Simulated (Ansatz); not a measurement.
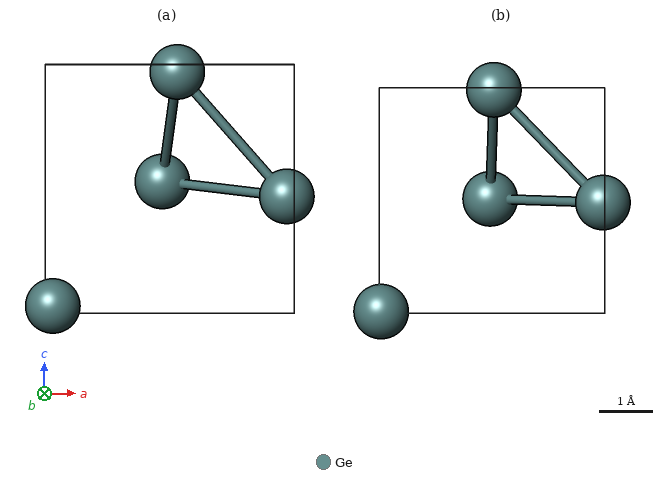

The structure of solid Ge (built on the N_198 type) (coarse preliminary run) before (left) and after (right) a relaxation, at one scale.

A ball-and-stick model of the cell of the calculation, seen along the b axis.

Case: N type (P2_13, No. 198).

The calculation used DFT PBE, scalar-relativistic, plane waves, PAW (Ansatz 0.2.0). Settings: plane-wave cutoff 420 eV; k-point mesh 4 × 4 × 4; occupations gaussian; smearing width 0.1 eV; no spin polarisation; cell and atoms relaxed; force threshold 0.04 eV/Å; at most 70 steps.

> Summarise the run.

Over 6 accepted moves (8 points after the start) the energy falls by 259 meV per atom. Largest force component: 0.17 eV/Å at the start, 0.016 eV/Å at the end. The pressure goes from −10.01 to −0.01 GPa. The line search rejected the trial step at point 6 of the run. At 1 point the geometry stayed and the basis and grid were re-selected for the new cell (energy shift of 1.1 meV per atom at most each time). The largest moves relative to the cell, 0.16 Å, are those of Ge atoms. The drawn cell changes as follows: a = b = c 4.735 → 4.289 Å (−9.4 %); the volume changes by −25.7 %. Among the contacts that change: Ge–Ge 3.566 → 3.084 Å, Ge–Ge 3.167 → 2.984 Å. The space group stays P2_13 (No. 198).
